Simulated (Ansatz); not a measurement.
## AlNi: geometry relaxation (part 2 of 3)

Continued. System: AlNi (slab, 16 atoms in the cell). Method: DFT RPBE, scalar-relativistic, plane waves, PAW, no spin polarisation (Ansatz 0.2.0); cutoff 420 eV, 5×7×1 k-mesh, Gaussian smearing of 0.1 eV. The structure derives from an entry of the Crystallography Open Database. The input holds or restrains some coordinates. Forces given for the steps count only the free coordinates.

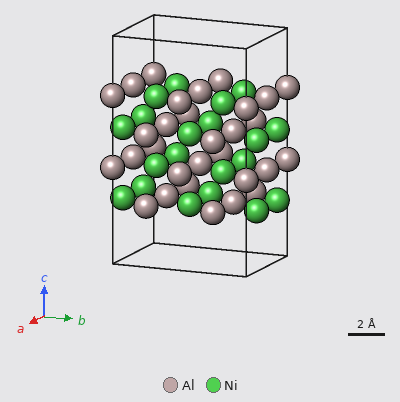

*The geometry at step 3 of the log (spheres-only view of the 1 × 2 repeat of the cell, with the vacuum cut short, seen slightly off an axis).*

Output, continued:
```
--- Per-component energies (eV) ---
  E_band       = -4677.746608
  E_kinetic    = 2458.007414
  E_local      = -212852.528428  (includes V_loc(G=0)·N_el)
  E_nonlocal   = 5185.103753
  E_hartree    = 102959.563217
  E_xc         = -995.458959
  E_vxc        = -1101.621645  (∫ρ·V_xc dr)
  E_paw        = -16871.454651  (= ΣΔE_a)
  E_vpaw       = -4285.853420  (= ΣTr[D̂ρ^β])
  E_aug_tail   = 0.004089  (compensation charges beyond the density's cutoff)
  E_efield     = 0.000033  (sawtooth field / dipole correction)
  E_vefield    = 0.022702  (∫n·V_field dr)
  E_ewald      = 69030.100503
  E_core_change = -0.492854  (= ΣΔE_core)
  E_smearing   = -0.064525  (= −TS)
  E_closure    = 0.000000  (closes the sum)
  Σ components = -51087.220408   (vs F -51087.220408, Δ=0.00e0)
--- Forces (eV/Å), atoms counted from 1 ---
  atom   1  Al    -0.00000000     0.00000000    -0.41035663
  atom   2  Al    -0.00000000     0.00000000    -0.41035663
  atom   3  Ni     0.00000000     0.00000000     0.56796008
  atom   4  Ni     0.00000000     0.00000000     0.56796008
  atom   5  Al    -0.00000000    -0.00000000    -0.47362604
  atom   6  Al    -0.00000000    -0.00000000    -0.47362604
  atom   7  Ni     0.00000000     0.00000000     0.31164803
  atom   8  Ni     0.00000000     0.00000000     0.31164803
  atom   9  Al     0.00000000    -0.00000000     0.01817898
  atom  10  Al     0.00000000    -0.00000000     0.01817898
  atom  11  Ni     0.00000000     0.00000000     0.00409280
  atom  12  Ni     0.00000000     0.00000000     0.00409280
  atom  13  Al    -0.00000000     0.00000000    -0.01062992
  atom  14  Al    -0.00000000     0.00000000    -0.01062992
  atom  15  Ni    -0.00000000     0.00000000    -0.00721887
  atom  16  Ni    -0.00000000     0.00000000    -0.00721887
  max |Σ_I F_I| component: 9.69e-5 eV/Å
--- Band table (eV; the first three rows and the last of 12) ---
  k-point 0: bands = ["-101.5595", "-101.5584", "-101.5423", "-101.5412", "-101.2449", "-101.2438", "-101.1585", "-101.1574", "-61.9125", "-61.9075", "-61.9059", "-61.8934", "-61.8882", "-61.8866", "-61.8830", "-61.8723", "-61.8707", "-61.8639", "-61.8597", "-61.8582", "-61.6809", "-61.6794", "-61.6042", "-61.6027", "-61.5590", "-61.5402", "-61.4979", "-61.4964", "-61.4838", "-61.4651", "-61.3922", "-61.3907", "-8.5643", "-7.1561", "-5.2489", "-4.5899", "-4.3125", "-3.6152", "-3.5126", "-3.0228", "-2.6078", "-1.8768", "-1.8662", "-1.7972", "-1.6295", "-1.3625", "-1.2352", "-1.2186", "-1.0237", "-0.9928", "-0.9323", "-0.6911", "-0.6433", "-0.5926", "-0.4030", "-0.2788", "-0.1943", "-0.1789", "-0.1197", "-0.0995", "-0.0711", "-0.0460", "0.0558", "0.1548", "0.1758", "0.1934", "0.2661", "0.3448", "0.4119", "0.4627", "0.4748", "0.5319", "0.6127", "0.6336", "0.6704", "0.6764", "0.7537", "0.8544", "0.8669", "0.9263", "1.0554", "1.2828", "1.5435", "1.8341", "2.0590", "2.6820", "3.4115", "3.7821", "3.8468", "4.4522", "4.5494", "4.8829", "5.0673", "5.4928", "5.5249", "5.7162", "5.8281", "5.9307", "6.2514", "6.3897", "6.6675"]
  k-point 1: bands = ["-101.5595", "-101.5584", "-101.5423", "-101.5412", "-101.2449", "-101.2438", "-101.1585", "-101.1574", "-61.9125", "-61.9075", "-61.9058", "-61.8934", "-61.8888", "-61.8872", "-61.8830", "-61.8715", "-61.8699", "-61.8639", "-61.8600", "-61.8585", "-61.6810", "-61.6794", "-61.6042", "-61.6027", "-61.5590", "-61.5402", "-61.4979", "-61.4964", "-61.4838", "-61.4652", "-61.3922", "-61.3906", "-8.3827", "-6.9787", "-5.0824", "-4.4817", "-4.1334", "-3.5699", "-3.5418", "-2.8520", "-2.5828", "-2.3484", "-2.0310", "-1.9675", "-1.8021", "-1.6503", "-1.3082", "-1.2822", "-1.0572", "-0.8208", "-0.7320", "-0.6523", "-0.6222", "-0.5098", "-0.3124", "-0.3037", "-0.1926", "-0.1871", "-0.1530", "-0.0945", "-0.0763", "-0.0724", "0.0698", "0.0708", "0.1506", "0.1959", "0.2004", "0.2988", "0.3834", "0.4160", "0.4724", "0.5112", "0.5207", "0.6020", "0.6356", "0.7622", "0.7984", "0.8436", "0.9250", "0.9983", "1.0293", "1.2811", "1.5112", "1.5643", "1.7677", "2.4767", "2.6955", "2.9860", "4.1023", "4.5832", "4.7088", "4.8353", "4.9341", "5.2082", "5.2462", "5.2700", "5.8129", "6.0016", "6.1476", "6.6063", "6.7134"]
  k-point 2: bands = ["-101.5595", "-101.5584", "-101.5423", "-101.5412", "-101.2449", "-101.2438", "-101.1585", "-101.1574", "-61.9125", "-61.9073", "-61.9056", "-61.8934", "-61.8901", "-61.8885", "-61.8830", "-61.8699", "-61.8683", "-61.8640", "-61.8608", "-61.8592", "-61.6810", "-61.6795", "-61.6043", "-61.6027", "-61.5589", "-61.5402", "-61.4979", "-61.4963", "-61.4837", "-61.4652", "-61.3922", "-61.3906", "-7.8436", "-6.4539", "-4.6070", "-4.4640", "-4.1718", "-3.6111", "-3.3569", "-3.1253", "-2.5681", "-2.5344", "-2.4340", "-2.3620", "-1.7798", "-1.6812", "-1.3005", "-1.2404", "-1.0517", "-0.7414", "-0.6789", "-0.6402", "-0.5675", "-0.5499", "-0.4504", "-0.3640", "-0.2424", "-0.1896", "-0.1440", "-0.1324", "-0.1264", "-0.0790", "-0.0553", "0.1230", "0.1422", "0.1765", "0.1925", "0.1957", "0.2665", "0.2949", "0.3261", "0.4262", "0.4552", "0.5399", "0.6598", "0.7821", "0.8262", "0.8850", "0.8919", "0.9571", "1.1012", "1.2281", "1.3747", "1.4498", "1.7550", "1.8029", "1.8527", "1.8783", "3.3579", "3.8161", "4.1547", "4.2866", "4.4062", "5.1763", "5.2625", "5.5468", "5.6432", "5.9816", "6.0694", "6.4939", "7.1564"]
  k-point 11: bands = ["-101.5591", "-101.5587", "-101.5419", "-101.5416", "-101.2445", "-101.2442", "-101.1581", "-101.1577", "-61.9065", "-61.9060", "-61.9058", "-61.9000", "-61.8905", "-61.8900", "-61.8764", "-61.8705", "-61.8679", "-61.8674", "-61.8610", "-61.8605", "-61.6805", "-61.6800", "-61.6038", "-61.6033", "-61.5525", "-61.5467", "-61.4973", "-61.4968", "-61.4773", "-61.4716", "-61.3916", "-61.3912", "-6.3111", "-5.5265", "-5.2023", "-4.9918", "-4.5254", "-4.2648", "-4.0336", "-3.4997", "-3.0878", "-2.3940", "-2.3565", "-1.9030", "-1.3867", "-1.2192", "-1.1214", "-0.9769", "-0.8354", "-0.7346", "-0.7316", "-0.6290", "-0.5378", "-0.5024", "-0.4286", "-0.4128", "-0.3202", "-0.2808", "-0.2754", "-0.2520", "-0.1903", "-0.1525", "-0.1261", "-0.0765", "-0.0738", "0.0184", "0.0303", "0.0562", "0.0814", "0.1134", "0.2076", "0.2100", "0.2411", "0.3244", "0.3274", "0.3630", "0.3726", "0.4211", "0.4595", "0.4958", "1.1222", "1.1669", "1.3577", "1.4842", "2.0485", "2.3173", "2.6985", "2.7279", "3.5605", "4.0893", "4.5867", "4.6496", "4.6813", "5.0144", "5.5494", "5.6010", "5.7571", "6.2586", "6.3460", "6.6943", "7.1426"]
--- Relaxed structure (4 steps of the walk, 4 accepted, 0 SCFs on fresh bases) ---
  F+E_penalty+E_count = -51087.22040768 eV   max|allowed force component| = 1.818e-2 eV/Å
  atoms:
    - { symbol: Al, position: [0.0, 0.49999999999999994, 0.3665914941999999] }
    - { symbol: Al, position: [0.49999999999999994, 0.49999999999999994, 0.3665914941999999] }
    - { symbol: Ni, position: [0.24999999999999997, 0.0, 0.3665914941999999] }
    - { symbol: Ni, position: [0.7499999999999999, 0.0, 0.3665914941999999] }
    - { symbol: Al, position: [0.0, 0.0, 0.4555304981] }
    - { symbol: Al, position: [0.49999999999999994, 0.0, 0.4555304981] }
    - { symbol: Ni, position: [0.24999999999999997, 0.49999999999999994, 0.4555304981] }
    - { symbol: Ni, position: [0.7499999999999999, 0.49999999999999994, 0.4555304981] }
    - { symbol: Al, position: [9.26090995206412e-20, 0.49999999999999994, 0.5446093927879453] }
    - { symbol: Al, position: [0.49999999999999994, 0.49999999999999994, 0.5446093927879453] }
    - { symbol: Ni, position: [0.24999999999999997, 4.104159593960542e-37, 0.5427521962485924] }
    - { symbol: Ni, position: [0.7499999999999999, 4.104159593960542e-37, 0.5427521962485924] }
    - { symbol: Al, position: [1.6451882375471932e-18, 0.0, 0.6358936486701837] }
    - { symbol: Al, position: [0.49999999999999994, -7.296283722596518e-37, 0.6358936486701837] }
    - { symbol: Ni, position: [0.24999999999999997, 0.49999999999999994, 0.6288644285285905] }
    - { symbol: Ni, position: [0.7499999999999999, 0.49999999999999994, 0.6288644285285905] }
```

Trajectory as extended XYZ (Å, eV, eV/Å), 4 frames, from step=1 to step=4:
```
16
Lattice="5.8328 0.0000 0.0000 0.0000 4.1244 0.0000 0.0000 0.0000 23.1866" Properties=species:S:1:pos:R:3:forces:R:3 step=1 energy=-51087.12047
Al    0.0000    2.0622    8.5000    0.0000   0.0000  -0.4110
Al    2.9164    2.0622    8.5000    0.0000   0.0000  -0.4110
Ni    1.4582    0.0000    8.5000    0.0000   0.0000   0.5623
Ni    4.3746    0.0000    8.5000    0.0000   0.0000   0.5623
Al    0.0000    0.0000   10.5622    0.0000   0.0000  -0.3679
Al    2.9164    0.0000   10.5622    0.0000   0.0000  -0.3679
Ni    1.4582    2.0622   10.5622    0.0000   0.0000   0.3266
Ni    4.3746    2.0622   10.5622    0.0000   0.0000   0.3266
Al    0.0000    2.0622   12.6244    0.0000   0.0000   0.3679
Al    2.9164    2.0622   12.6244    0.0000   0.0000   0.3679
Ni    1.4582    0.0000   12.6244    0.0000   0.0000  -0.3267
Ni    4.3746    0.0000   12.6244    0.0000   0.0000  -0.3267
Al    0.0000    0.0000   14.6866    0.0000   0.0000   0.4110
Al    2.9164    0.0000   14.6866    0.0000   0.0000   0.4110
Ni    1.4582    2.0622   14.6866    0.0000   0.0000  -0.5621
Ni    4.3746    2.0622   14.6866    0.0000   0.0000  -0.5621
16
Lattice="5.8328 0.0000 0.0000 0.0000 4.1244 0.0000 0.0000 0.0000 23.1866" Properties=species:S:1:pos:R:3:forces:R:3 step=2 energy=-51087.18714
Al    0.0000    2.0622    8.5000    0.0000   0.0000  -0.4101
Al    2.9164    2.0622    8.5000    0.0000   0.0000  -0.4101
Ni    1.4582    0.0000    8.5000    0.0000   0.0000   0.5639
Ni    4.3746    0.0000    8.5000    0.0000   0.0000   0.5639
Al    0.0000    0.0000   10.5622    0.0000   0.0000  -0.4004
Al    2.9164    0.0000   10.5622    0.0000   0.0000  -0.4004
Ni    1.4582    2.0622   10.5622    0.0000   0.0000   0.3173
Ni    4.3746    2.0622   10.5622    0.0000   0.0000   0.3173
Al    0.0000    2.0622   12.6228    0.0000   0.0000   0.2295
Al    2.9164    2.0622   12.6228    0.0000   0.0000   0.2295
Ni    1.4582    0.0000   12.6128    0.0000   0.0000  -0.2185
Ni    4.3746    0.0000   12.6128    0.0000   0.0000  -0.2185
Al    0.0000    0.0000   14.7080    0.0000   0.0000   0.2417
Al    2.9164    0.0000   14.7080    0.0000   0.0000   0.2417
Ni    1.4582    2.0622   14.6336    0.0000   0.0000  -0.3237
Ni    4.3746    2.0622   14.6336    0.0000   0.0000  -0.3237
16
Lattice="5.8328 0.0000 0.0000 0.0000 4.1244 0.0000 0.0000 0.0000 23.1866" Properties=species:S:1:pos:R:3:forces:R:3 step=3 energy=-51087.21980
Al    0.0000    2.0622    8.5000    0.0000   0.0000  -0.4112
Al    2.9164    2.0622    8.5000    0.0000   0.0000  -0.4112
Ni    1.4582    0.0000    8.5000    0.0000   0.0000   0.5683
Ni    4.3746    0.0000    8.5000    0.0000   0.0000   0.5683
Al    0.0000    0.0000   10.5622    0.0000   0.0000  -0.4713
Al    2.9164    0.0000   10.5622    0.0000   0.0000  -0.4713
Ni    1.4582    2.0622   10.5622    0.0000   0.0000   0.3060
Ni    4.3746    2.0622   10.5622    0.0000   0.0000   0.3060
Al    0.0000    2.0622   12.6248    0.0000   0.0000  -0.0159
Al    2.9164    2.0622   12.6248    0.0000   0.0000  -0.0159
Ni    1.4582    0.0000   12.5877    0.0000   0.0000  -0.0298
Ni    4.3746    0.0000   12.5877    0.0000   0.0000  -0.0298
Al    0.0000    0.0000   14.7390    0.0000   0.0000   0.0017
Al    2.9164    0.0000   14.7390    0.0000   0.0000   0.0017
Ni    1.4582    2.0622   14.5685    0.0000   0.0000   0.0522
Ni    4.3746    2.0622   14.5685    0.0000   0.0000   0.0522
16
Lattice="5.8328 0.0000 0.0000 0.0000 4.1244 0.0000 0.0000 0.0000 23.1866" Properties=species:S:1:pos:R:3:forces:R:3 step=4 energy=-51087.22041
Al    0.0000    2.0622    8.5000    0.0000   0.0000  -0.4104
Al    2.9164    2.0622    8.5000    0.0000   0.0000  -0.4104
Ni    1.4582    0.0000    8.5000    0.0000   0.0000   0.5680
Ni    4.3746    0.0000    8.5000    0.0000   0.0000   0.5680
Al    0.0000    0.0000   10.5622    0.0000   0.0000  -0.4736
Al    2.9164    0.0000   10.5622    0.0000   0.0000  -0.4736
Ni    1.4582    2.0622   10.5622    0.0000   0.0000   0.3116
Ni    4.3746    2.0622   10.5622    0.0000   0.0000   0.3116
Al    0.0000    2.0622   12.6276    0.0000   0.0000   0.0182
Al    2.9164    2.0622   12.6276    0.0000   0.0000   0.0182
Ni    1.4582    0.0000   12.5846    0.0000   0.0000   0.0041
Ni    4.3746    0.0000   12.5846    0.0000   0.0000   0.0041
Al    0.0000    0.0000   14.7442    0.0000   0.0000  -0.0106
Al    2.9164    0.0000   14.7442    0.0000   0.0000  -0.0106
Ni    1.4582    2.0622   14.5812    0.0000   0.0000  -0.0072
Ni    4.3746    2.0622   14.5812    0.0000   0.0000  -0.0072
```

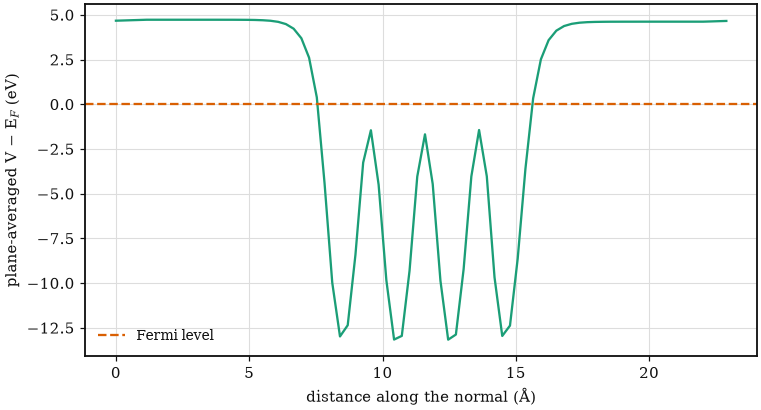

*Plane average of the electrostatic potential energy of an electron across the cell, from the Fermi level.*

The vacuum level lies 4.62 eV above the Fermi level on the upper side and 4.72 eV on the lower.

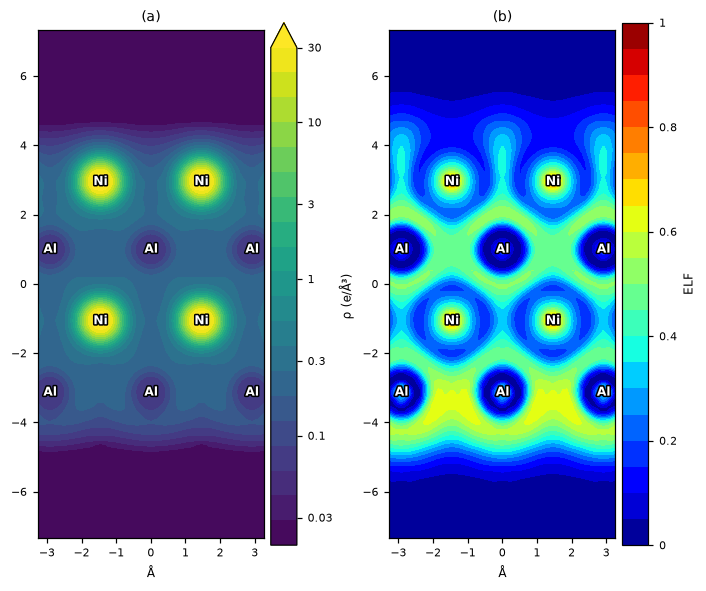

*(a) valence electron density; (b) ELF on the (010) plane of the calculation cell, a cut from vacuum to vacuum.*

Ni–Ni (2.92 Å): ρ is about 0.2 e/Å³ halfway; the ELF is about 0.30 at the midpoint (no localised pair between them). The density dies away to nearly zero in the vacuum. The strong features right at Ni lie inside the PAW spheres (semicore, d or f shells) and say nothing about bonding. Core electrons are frozen (PAW), so the fields are smoothed inside the atomic spheres.

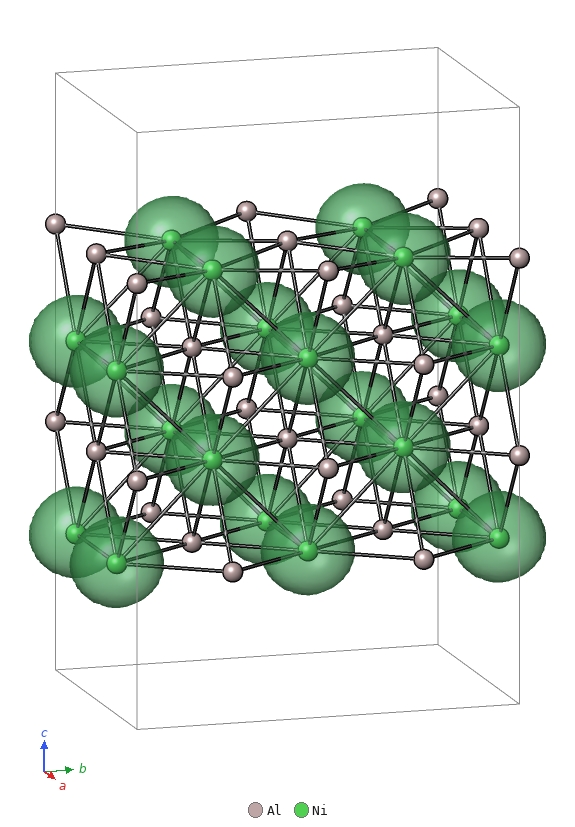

*Isosurface of the valence charge density (pseudo) at 0.5 e/Å³ (green), seen slightly off an axis. Sticks mark near contacts.*

At this value the density breaks into separate islands; it holds about 75 % of the electrons treated as valence (semicore included). It is pinched off along the Al–Ni (2.44 Å), Ni–Ni (2.87 Å), Al–Ni (2.49 Å) and Al–Ni (2.61 Å) contacts. On the grid the lowest density along these lines, outside the cores, is 0.26 e/Å³ (Al–Ni, 2.44 Å), 0.23 e/Å³ (Ni–Ni, 2.87 Å), 0.25 e/Å³ (Al–Ni, 2.49 Å) and 0.21 e/Å³ (Al–Ni, 2.61 Å).

This output came from the following input.

Input file:
```yaml
crystal:
  lattice:
    - [5.8327558228, 0.0, 0.0]
    - [0.0, 4.1243811953, 0.0]
    - [0.0, 0.0, 23.186571793]
  atoms:
    - { symbol: Al, position: [0.0, 0.5, 0.3665914942] }
    - { symbol: Al, position: [0.5, 0.5, 0.3665914942] }
    - { symbol: Ni, position: [0.25, 0.0, 0.3665914942] }
    - { symbol: Ni, position: [0.75, 0.0, 0.3665914942] }
    - { symbol: Al, position: [0.0, 0.0, 0.4555304981] }
    - { symbol: Al, position: [0.5, 0.0, 0.4555304981] }
    - { symbol: Ni, position: [0.25, 0.5, 0.4555304981] }
    - { symbol: Ni, position: [0.75, 0.5, 0.4555304981] }
    - { symbol: Al, position: [0.0, 0.5, 0.5444695019] }
    - { symbol: Al, position: [0.5, 0.5, 0.5444695019] }
    - { symbol: Ni, position: [0.25, 0.0, 0.5444695019] }
    - { symbol: Ni, position: [0.75, 0.0, 0.5444695019] }
    - { symbol: Al, position: [0.0, 0.0, 0.6334085058] }
    - { symbol: Al, position: [0.5, 0.0, 0.6334085058] }
    - { symbol: Ni, position: [0.25, 0.5, 0.6334085058] }
    - { symbol: Ni, position: [0.75, 0.5, 0.6334085058] }
basis:
  ecutwfc: 420
kpoints:
  mp_grid: { grid: [5, 7, 1] }
hamiltonian:
  xc: rpbe
scf:
  occupations: { method: gaussian, width: 0.1 }
output:
  forces: true
  eigenvalues: true
  write_density: true
  write_potential: true
  elf: true
  volumetric_format: npy
relax:
  adjacent_minimum: "off"
  f_tol: 0.03
  max_steps: 70
  constraints: [{ sites: [0, 1, 2, 3, 4, 5, 6, 7] }]
efield:
  axis: 3
  dipole_correction: true
```

Launch command:
```bash
ansatz run input.yaml --threads 2 --pin off --max-ram 5120MiB --backend cpu --events-out ev --progress --plain --runs-dir out
```
